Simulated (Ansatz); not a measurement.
# H4C: what the fields show

Input file:

```
crystal:
  lattice:
    - [0.7922461961, 0.4574035546, 12.188847404]
    - [-0.7922461961, 0.4574035546, 12.188847404]
    - [0.0, -0.9148071092, 12.188847404]
  atoms:
    - { symbol: H, position: [0.4078750772, 0.4078750772, 0.4078750772] }
    - { symbol: H, position: [0.8035979461, 0.8035979461, 0.8035979461] }
    - { symbol: H, position: [0.1964020539, 0.1964020539, 0.1964020539] }
    - { symbol: H, position: [0.5921249228, 0.5921249228, 0.5921249228] }
    - { symbol: C, position: [0.0, 0.0, 0.0] }
kpoints:
  mp_grid: { grid: [20, 20, 20] }
  band_path:
    path:
      - [0.0, 0.0, 0.0]
      - [0.5, 0.5, 0.5]
      - [0.8323945129, 0.1676054871, 0.5]
      - [0.5, -0.1676054871, 0.1676054871]
      - [0.5, 0.0, 0.0]
      - [0.3338027435, -0.3338027435, 0.0]
      - [0.6661972565, 0.0, 0.3338027435]
      - [0.5, 0.0, 0.5]
    npoints: 1
hamiltonian:
  xc: r2scan
  dispersion: rvv10
scf:
  occupations: { method: fermi_dirac, width: 0.03 }
  n_extra_bands: 5
output:
  forces: true
  stress: true
  eigenvalues: true
  write_density: true
  write_potential: true
  elf: true
  volumetric_format: npy
```

Launched as:

```sh
ansatz run input.yaml --threads 2 --pin off --max-ram 2211MiB --backend cpu --events-out ev --progress --plain --runs-dir out
```

Below, planes, directions and counts refer to the conventional cell (a = 1.58 Å, b = 1.58 Å, c = 36.57 Å, α = 90.00°, β = 90.00°, γ = 120.00°).

Space group R-3m; a structure from a database of computed crystals, not necessarily the ambient phase; started from the Li4Mg-166 prototype, which need not be the ambient phase.

All numbers below come from Ansatz 0.2.0, DFT, r2SCAN+rVV10, plane waves, PAW.

In a PAW calculation such maps are meaningful between the atoms, not at the nuclei.

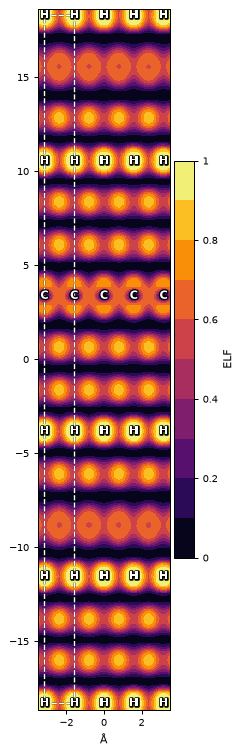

Figure 1. Electron localisation function on the (010) plane of the conventional cell.

Interpret the plot.

The section cuts through H and C sites. Atoms just off the plane (H, 0.5 Å away and C, 0.5 Å away) can leave unmarked features too. C–C (1.58 Å): the ELF peaks at about 0.65 between the atoms. H–H (1.58 Å): the ELF is about 0.55 at the midpoint.

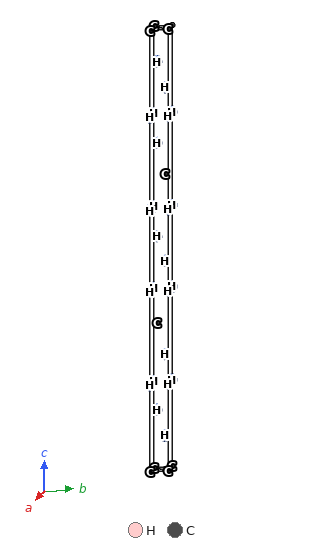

Figure 2. Isosurface of the electron localisation function at 0.9 (blue), seen slightly off an axis. Only the valence region is drawn (cores and ρ < 0.01 e/Å³ removed). Sticks mark near contacts.

Identify the bonds, lone pairs and shells in this picture.

The ELF exceeds this value in twelve regions around hydrogen nuclei, counted in one cell of 15 atoms. Regions shared between cells count once.
